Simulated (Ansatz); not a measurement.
Input

```
crystal:
  lattice:
    - [-1.641, 1.641, 1.641]
    - [1.641, -1.641, 1.641]
    - [3.282, 3.282, 0.0]
  atoms:
    - { symbol: Ti, position: [0.0, 0.0, 0.0] }
    - { symbol: Ti, position: [0.5, 0.5, 0.5] }
basis:
  ecutwfc: 500
kpoints:
  mp_grid: { grid: [18, 18, 10] }
hamiltonian:
  xc: r2scan
scf:
  occupations: { method: gaussian, width: 0.15 }
output:
  forces: true
  stress: true
  eigenvalues: true
  write_density: true
  write_potential: true
  elf: true
  volumetric_format: npy
```

Run with:

```sh
ansatz run input.yaml --threads 2 --pin off --max-ram 5120MiB --backend cpu --events-out ev --progress --plain --runs-dir out
```

Space group Im-3m; computed pressure about −3 GPa in this cell; computed without spin polarisation.

All numbers below come from Ansatz 0.2.0, DFT r2SCAN, scalar-relativistic, plane waves, PAW.

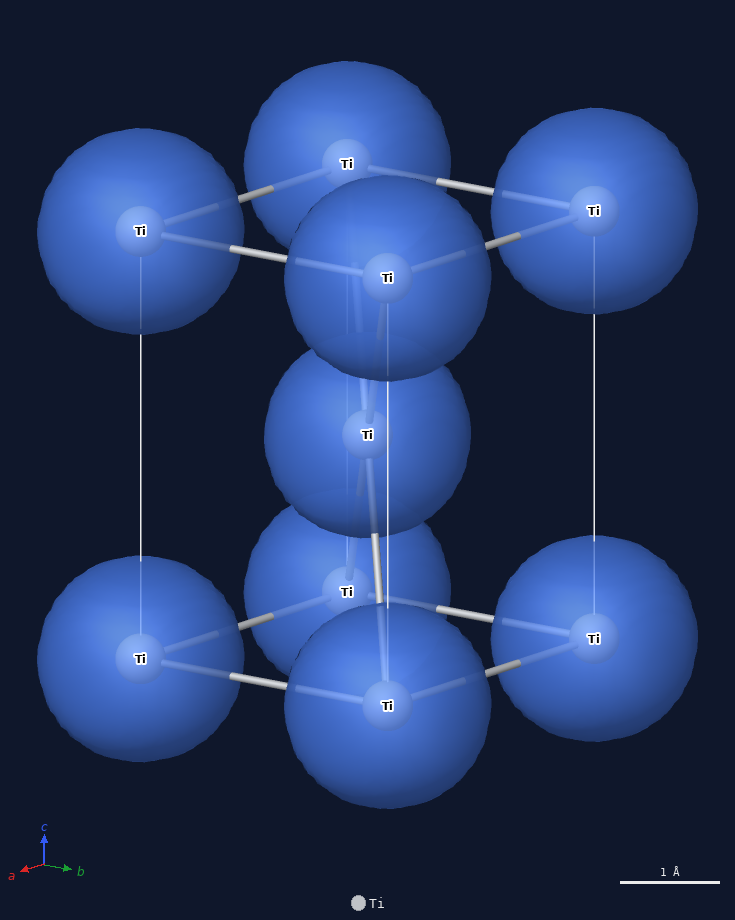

Ti. Isosurface of the valence electron density at 0.3 e/Å³ (blue), seen at an oblique angle. Sticks mark near contacts.

Core electrons are frozen (PAW), and the valence fields are smoothed inside the atomic spheres.

Which contacts does the surface bridge?

Answer. At this value the density breaks into separate islands; it holds about 80 % of the electrons treated as valence (semicore included). It bridges none of the near contacts. It is pinched off along the sampled Ti–Ti (2.84 Å) contacts. On the grid the lowest density along these lines, outside the cores, is 0.18 e/Å³ (Ti–Ti, 2.84 Å).

Metal or insulator at this level of theory?

Answer. It is metallic or semimetallic at this level of theory: no gap opens.
